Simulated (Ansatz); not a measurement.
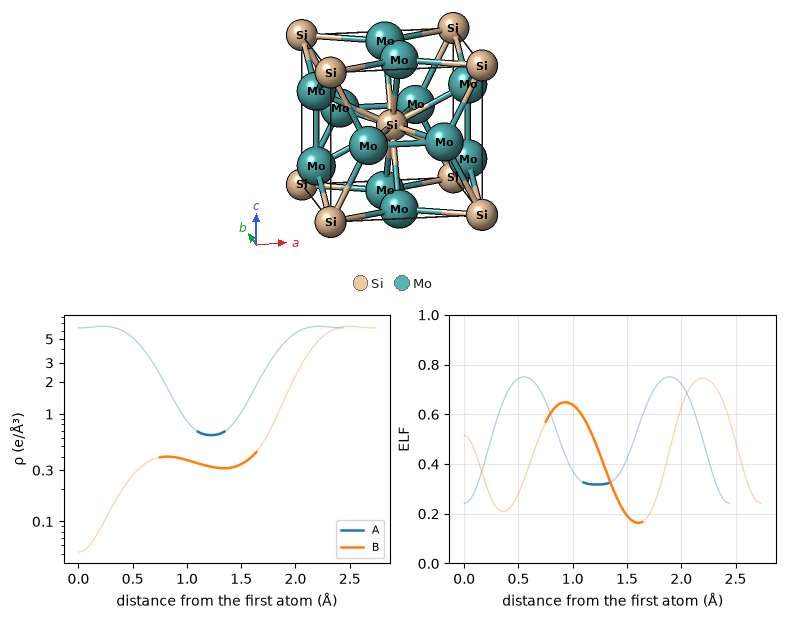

SiMo3. Valence pseudo-density and electron localisation function along straight lines between neighbouring atoms. Thin, pale parts lie inside the atomic spheres. The structure is drawn too.

Space group Pm-3n; computed pressure about 3 GPa in this cell; computed without spin polarisation.

These are results of DFT, PBE, plane-wave PAW, default files, scalar-relativistic in Ansatz 0.2.0, not measurements.

The density is the valence pseudo-density of a PAW calculation; it isn't the true density close to the nuclei.

Input

```
crystal:
  lattice:
    - [4.889, 0.0, 0.0]
    - [0.0, 4.889, 0.0]
    - [0.0, 0.0, 4.889]
  atoms:
    - { symbol: Si, position: [0.0, 0.0, 0.0] }
    - { symbol: Si, position: [0.5, 0.5, 0.5] }
    - { symbol: Mo, position: [0.25, 0.0, 0.5] }
    - { symbol: Mo, position: [0.5, 0.75, 0.0] }
    - { symbol: Mo, position: [0.75, 0.0, 0.5] }
    - { symbol: Mo, position: [0.5, 0.25, 0.0] }
    - { symbol: Mo, position: [0.0, 0.5, 0.75] }
    - { symbol: Mo, position: [0.0, 0.5, 0.25] }
kpoints:
  mp_grid: { grid: [6, 6, 6] }
scf:
  occupations: { method: fermi_dirac, width: 0.05 }
hamiltonian:
  xc: pbe
  pseudopotentials: { kind: paw }
output:
  forces: true
  stress: true
  populations: true
  efg: { quadrupole_moments_barn: { Mo: -0.022 }, contact_densities: true }
  write_density: true
  write_potential: true
  elf: true
  volumetric_format: npy
```

Command:

```sh
ansatz run input.yaml --threads 1 --pin off --max-ram 3072MiB --backend cpu --events-out ev --progress --plain --runs-dir out
```

Below, planes, directions and counts refer to the conventional cell (a = 4.89 Å, b = 4.89 Å, c = 4.89 Å, α = 90.00°, β = 90.00°, γ = 90.00°).

Which curve belongs to which contact (Mo–Mo and Si–Mo)? The first atom named is at distance zero.

Curve A: Mo–Mo (2.44 Å): ρ is about 0.64 e/Å³ halfway; the ELF is about 0.30 at the midpoint. Curve B: Si–Mo (2.73 Å): the density is about 0.31 e/Å³ at the midpoint; the ELF peaks at about 0.65 in the valence shell of Si, 0.9 Å from its nucleus, and is about 0.30 at the midpoint.
